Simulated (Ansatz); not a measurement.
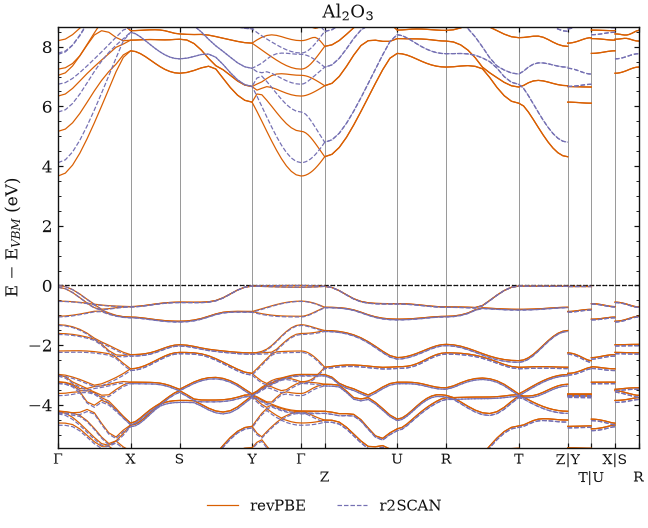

Band structures of Al2O3, space group Pnnm, 10 atoms in the cell (a = 4.61 Å, b = 9.56 Å, c = 3.12 Å, α = 90.00°, β = 90.00°, γ = 90.00°), by two methods on the same cell. Each is counted from its own valence-band top.

Q: What changes from one method to the other?

A: revPBE gives a gap of 3.67 eV along the path and r2SCAN gives a gap of 4.12 eV along the path. Over the top 3 filled bands the two differ by 0.01 eV on average.

Settings. revPBE: Ansatz PAW, no spin polarisation, no spin-orbit coupling, 6×3×9 k mesh, 420 eV cutoff, Fermi-Dirac smearing of 0.05 eV (Ansatz). r2SCAN: Ansatz PAW, no spin polarisation, no spin-orbit coupling, 6×3×9 k mesh, 500 eV cutoff, Fermi-Dirac smearing of 0.05 eV (Ansatz 0.2.0).

In reduced coordinates of the cell that was run, X is (0, 0, 0.5), S is (0.5, 0, 0.5), Y is (0.5, 0, 0), Z is (0, 0.5, 0), U is (0, 0.5, 0.5), R is (0.5, 0.5, 0.5) and T is (0.5, 0.5, 0). The cell is at 2 GPa in revPBE and −4 GPa in r2SCAN. The PAW data sets were made with another functional. LDA, GGA and most meta-GGA functionals understate gaps. The usual form of Al2O3 is corundum.
